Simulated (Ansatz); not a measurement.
A series of calculations on CdS

## 1. A change

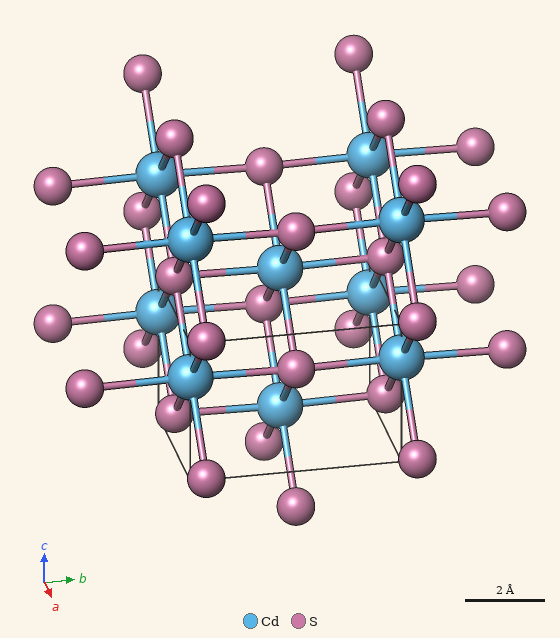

The starting point is a symmetric starting cell of CdS. Style: ball-and-stick. Shown: the cell of the calculation, repeated 1 × 1 × 2 with one cell outlined, from a free direction.

Theory: DFT PBE, scalar-relativistic, plane waves, PAW in Ansatz. (plane-wave cutoff 420 eV; k-point mesh 10 × 8 × 10; occupations gaussian; smearing width 0.05 eV; no spin polarisation)

The variant: The cell is strained by −1.4 % along a, −1.6 % along c, none along the third axis (volume −2.9 %) and atoms are displaced by up to 0.21 Å (root mean square over those that move 0.15 Å) relative to the cell. No relaxation follows. The starting cell wasn't computed here and needn't be at equilibrium, so pressure and forces aren't due to the change alone.

What does the calculation give for the changed structure?

The pressure is 3.5 GPa (not all of it need come from the change, since the unchanged cell can be under pressure at this level too). The principal stresses (compression positive) are 5.5 GPa along a, 3.5 GPa along c, 1.4 GPa along b. The largest forces, 1 eV/Å, act on 2 S atoms of the calculation's cell. The forces mostly point back along the displacements (cosine −0.95). Some distances before and after: Cd–S 2.756 → 2.554 to 2.887 Å. The space group stays Pmmn (No. 59).

Drawn alike, the variant:

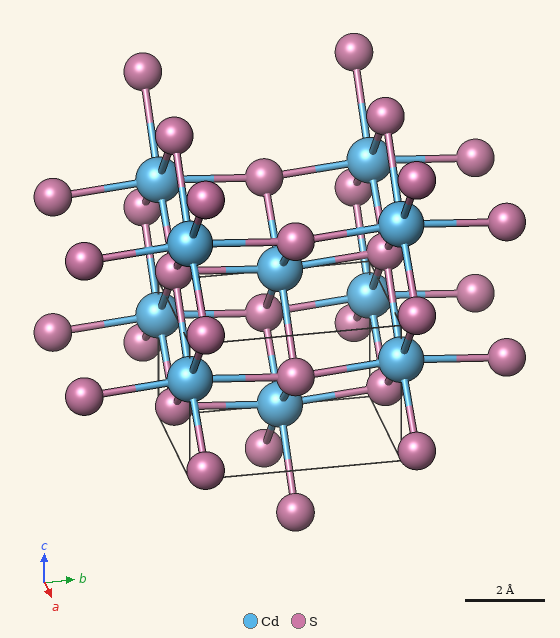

## 2. A change

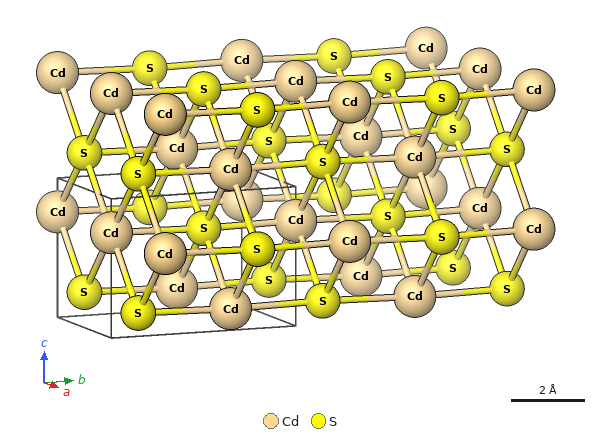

The starting point is a symmetric starting cell of CdS. The picture is a ball-and-stick view of the cell of the calculation, repeated 2 × 2 × 2 with one cell outlined, seen slightly off an axis.

All numbers below come from DFT PBE, scalar-relativistic, plane waves, PAW (Ansatz). Set-up: plane-wave cutoff 420 eV; k-point mesh 10 × 8 × 10; occupations gaussian; smearing width 0.05 eV; no spin polarisation.

Now this is done to it. The cell is strained by +2.1 % along b, +0.8 % along a, +0.4 % along c (volume +3.3 %) and atoms are displaced by 0.03 Å relative to the cell. No relaxation follows. The starting cell wasn't computed here and needn't be at equilibrium, so pressure and forces aren't due to the change alone.

**What does the calculation give for the changed structure?**

The pressure is −2.6 GPa (not all of it need come from the change, since the unchanged cell can be under pressure at this level too). The principal stresses (compression positive) are −2.2 GPa along c, −2.4 GPa along a, −3.2 GPa along b. The largest forces, 0.099 eV/Å, act on 2 Cd atoms of the calculation's cell. The forces point straight back along the displacements (cosine −1.00). Near-neighbour distances before and after: Cd–S 2.756 → 2.726 to 2.821 Å. The space group stays Pmmn (No. 59).

Drawn alike, the variant:

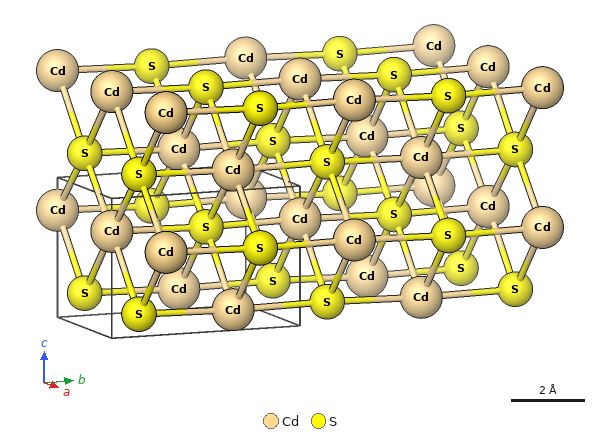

## 3. Distortion

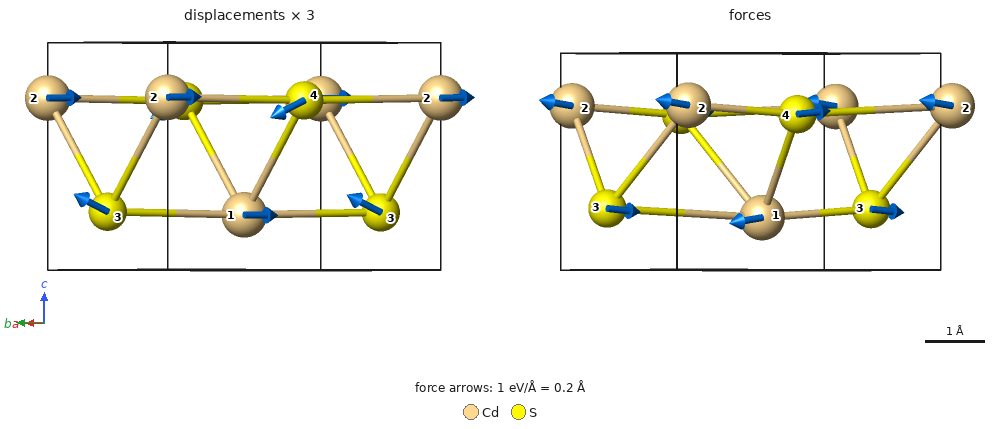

Left: a symmetric starting cell of CdS, with blue arrows for the displacements applied to it (without the part that the change of the cell carries along). Right: the displaced structure with the computed forces. Besides, the cell is strained by −3.0 % along a, −3.4 % along b, −4.7 % along c (volume −10.6 %). Style: ball-and-stick. Shown: the cell of the calculation, from a free direction.

Theory: DFT PBE, scalar-relativistic, plane waves, PAW (Ansatz 0.2.0). Settings: plane-wave cutoff 420 eV; k-point mesh 10 × 8 × 10; occupations gaussian; smearing width 0.05 eV; no spin polarisation.

How do the forces relate to the distortion?

Atoms are displaced by up to 0.25 Å (root mean square over those that move 0.24 Å) relative to the cell: Cd1 0.23 Å along −b, S3 0.25 Å along [0 2 1]. No relaxation follows. The starting cell wasn't computed here and needn't be at equilibrium, so pressure and forces aren't due to the change alone. The pressure is 18.8 GPa (not all of it need come from the change, since the unchanged cell can be under pressure at this level too). The principal stresses (compression positive) are 40.4 GPa along b, 8.5 GPa along c, 7.6 GPa along a. The largest forces, 3.4 eV/Å, act on Cd1, Cd2, S3 and S4; on Cd2 it points along [0 3 1]. The forces mostly point back along the displacements (cosine −0.97). Some distances before and after: Cd–S 2.756 → 2.206 to 3.126 Å. The space group (tolerance 0.01 Å) goes from Pmmn (No. 59) to Pmn2_1 (No. 31).

## 4. Distortion

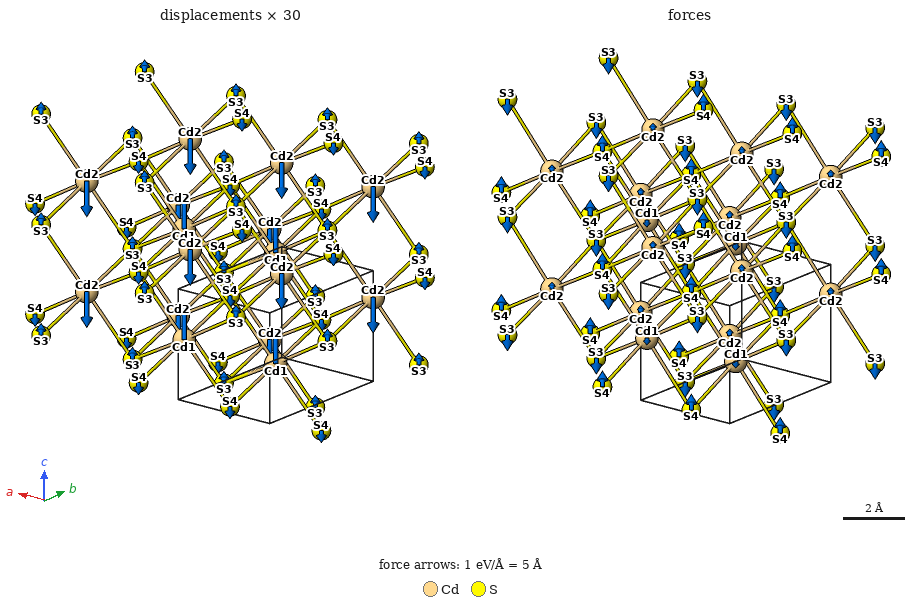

Left: a symmetric starting cell of CdS, with blue arrows for the displacements applied to it (without the part that the change of the cell carries along). Right: the displaced structure with the computed forces. Besides, the cell is strained by +6.4 % along c, −2.3 % along b, −2.8 % along a (volume +1.0 %). The picture is a ball-and-stick view of the cell of the calculation, repeated 2 × 1 × 2 with one cell outlined, seen from a free direction.

Computed with DFT PBE, scalar-relativistic, plane waves, PAW (Ansatz 0.2.0). Set-up: plane-wave cutoff 420 eV; k-point mesh 10 × 8 × 10; occupations gaussian; smearing width 0.05 eV; no spin polarisation.

> Describe the distortion and the response.

Atoms are displaced by up to 0.04 Å (root mean square over those that move 0.03 Å) relative to the cell: Cd2 0.04 Å along −c, S3 0.01 Å along +c. No relaxation follows. The starting cell wasn't computed here and needn't be at equilibrium, so pressure and forces aren't due to the change alone. The pressure is −1.1 GPa (not all of it need come from the change, since the unchanged cell can be under pressure at this level too). The principal stresses (compression positive) are 0.9 GPa along a, 0.3 GPa along b, −4.6 GPa along c. The largest forces, 0.12 eV/Å, act on S3 and S4; on S3 it points along −c. The forces point partly back along the displacements (cosine −0.68). Among the bonded contacts that change: Cd–S 2.756 → 2.691 to 2.847 Å. The space group stays Pmmn (No. 59).
